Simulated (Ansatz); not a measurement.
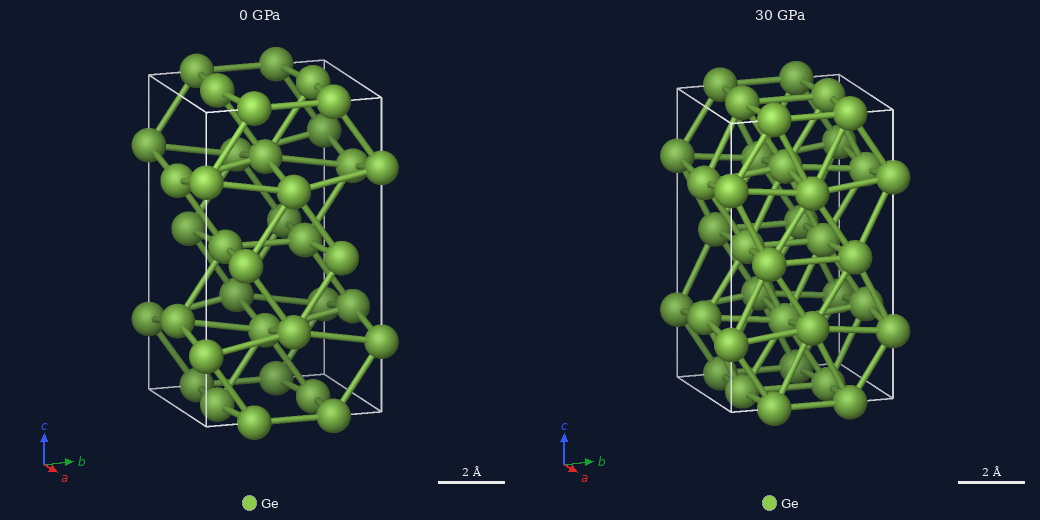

Ge, space group Fmmm (No. 69), relaxed (cell and atoms) under a series of hydrostatic pressures; the conventional cell is drawn at the lowest and the highest, to one scale (sticks follow a distance rule). The start was a structure listed in the Materials Project. This isn't the form of Ge at room conditions, which is diamond.

Alike in all runs: Ansatz 0.2.0; functional PBEsol; potentials Ansatz PAW; cutoff 420 eV; k mesh 7 × 7 × 7 on the run's cell of 4 atoms; occupations fermi-dirac, width 0.05 eV; no spin polarisation; no spin-orbit coupling.

```tsv
pressure (GPa)	volume (Å³/atom)	a (Å)	b (Å)	c (Å)
0.0	18.383	5.189	5.714	9.920
2.0	17.930	5.159	5.667	9.812
5.0	17.355	5.116	5.605	9.683
10.0	16.583	5.049	5.516	9.526
20.0	?	?	?	?
30.0	14.628	4.866	5.276	9.117
```

**Fit a third-order Birch-Murnaghan equation to the rows given and use it to fill in the volume that is left out.**

The fit gives V0 = 18.38 Å³/atom, B0 = 76 GPa and B0′ = 4.8, which puts the volume at 20.0 GPa at 15.45 Å³/atom. The run gave volume 15.453 Å³/atom; a 4.947 Å; b 5.377 Å; c 9.295 Å.

**Which axis yields most up to 30 GPa?**

The c axis: a −6.2 %, b −7.7 %, c −8.1 %, against −20.4 % in volume.

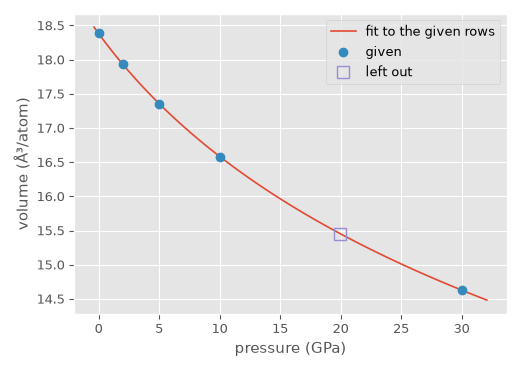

Volume against pressure, with the fit. The structure was kept in its own symmetry, so a change to another phase within this range wouldn't be seen.

Caveat: the plane-wave basis is chosen anew once the cell has moved, so the energies of steps on either side of that aren't comparable.
